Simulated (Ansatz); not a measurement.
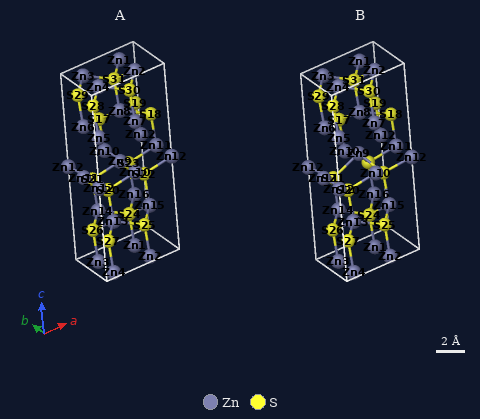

Two geometries of a defect cell of composition Zn16S15, drawn at one scale. One is the start of a relaxation, the other its converged end. The picture is a ball-and-stick view of the cell of the calculation (origin shifted), seen slightly off an axis.

Level of theory: DFT PBE, scalar-relativistic, plane waves, PAW in Ansatz. (plane-wave cutoff 420 eV; k-point mesh 2 × 2 × 2; occupations gaussian; smearing width 0.01 eV; no spin polarisation; atoms relaxed in a fixed cell; force threshold 0.025 eV/Å; at most 45 steps)

Which one is relaxed?

Structure B is the relaxed one. Case: S vacancy (site a), charge +0, atoms relaxed at the host's cell. The energy falls by 0.303 eV per cell of the calculation in 7 geometry steps. The largest force component goes from 0.53 to 0.0033 eV/Å. The atom that moves furthest is Zn9 (0.60 Å along [−1 −1 3]). Largest moves by element: Zn 0.60 Å, S 0.11 Å. The lattice vectors keep their values. Some distances before and after: Zn9–S21 2.358 → 2.511 Å, Zn1–S24 2.358 → 2.388 Å, Zn10–S17 2.361 → 2.381 Å, Zn14–S24 2.358 → 2.370 Å. Bond angles that change, for instance: S21–Zn9–S22 109.3° → 95.1°, Zn9–S21–Zn14 109.6° → 122.6°, S21–Zn11–S23 109.3° → 116.1°.

Limits of the set-up: the periodic images lie only 7.7 Å apart, so the values are limited by the cell's size.
